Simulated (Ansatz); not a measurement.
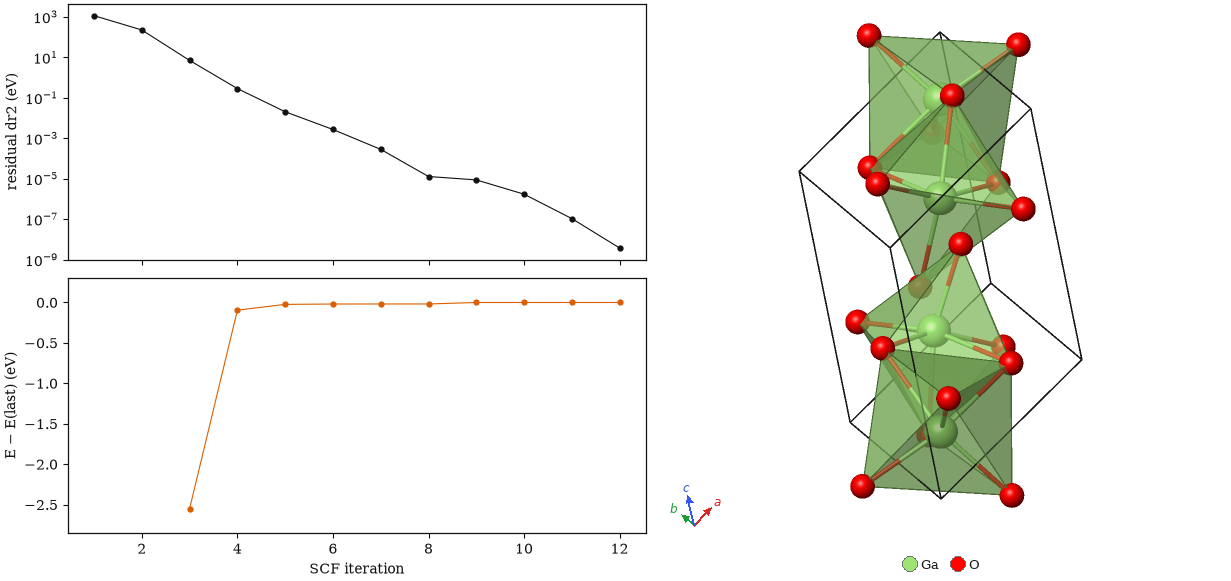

Beside the plot: the structure.

The plot shows the SCF iterations of a calculation: density residual dr2, Harris–Foulkes energy less its last value. The starting density is a sum of atomic densities corrected by a trained network. The first two energies lie far off the scale and aren't drawn.

Ga₂O₃ (10 atoms in the cell), run with Ansatz.

```
crystal:
  lattice:
    - [2.5287245564, 1.4599598033, 4.5410352127]
    - [-2.5287245564, 1.4599598033, 4.5410352127]
    - [0.0, -2.9199196066, 4.5410352127]
  atoms:
    - { symbol: Ga, position: [0.3227881915, 0.3647326639, 0.3800854063] }
    - { symbol: Ga, position: [0.1441312461, 0.1441312461, 0.1441312461] }
    - { symbol: Ga, position: [0.6441312461, 0.6441312461, 0.6441312461] }
    - { symbol: Ga, position: [0.8558687539, 0.8558687539, 0.8558687539] }
    - { symbol: O, position: [0.5531733332, 0.9468266668, 0.25] }
    - { symbol: O, position: [0.25, 0.5531733332, 0.9468266668] }
    - { symbol: O, position: [0.9468266668, 0.25, 0.5531733332] }
    - { symbol: O, position: [0.4468266668, 0.0531733332, 0.75] }
    - { symbol: O, position: [0.75, 0.4468266668, 0.0531733332] }
    - { symbol: O, position: [0.0531733332, 0.75, 0.4468266668] }
basis:
  ecutwfc: "80 eV"
kpoints:
  mp_grid: { grid: [6, 6, 6] }
hamiltonian:
  xc: pbe
scf:
  occupations: { method: gaussian, width: 0.05 }
  max_iter: 75
output:
  forces: true
  eigenvalues: true
  stress: true
```

Launched with:
```bash
ansatz run input.yaml --threads 2 --pin off --max-ram 5120MiB --backend cpu --events-out ev --progress --plain --runs-dir out
```

Q: Was self-consistency reached?

A: It converged, after 12 iterations. The residual falls at every step.

Q: Read the residual at the first and at the last step drawn.

A: It starts near 10³ and ends near 4 × 10⁻⁹ eV.

Q: Is anything amiss with this input?

A: The input holds a fault (a cutoff far too low). The SCF closed all the same, which doesn't make the results meaningful for the real system.
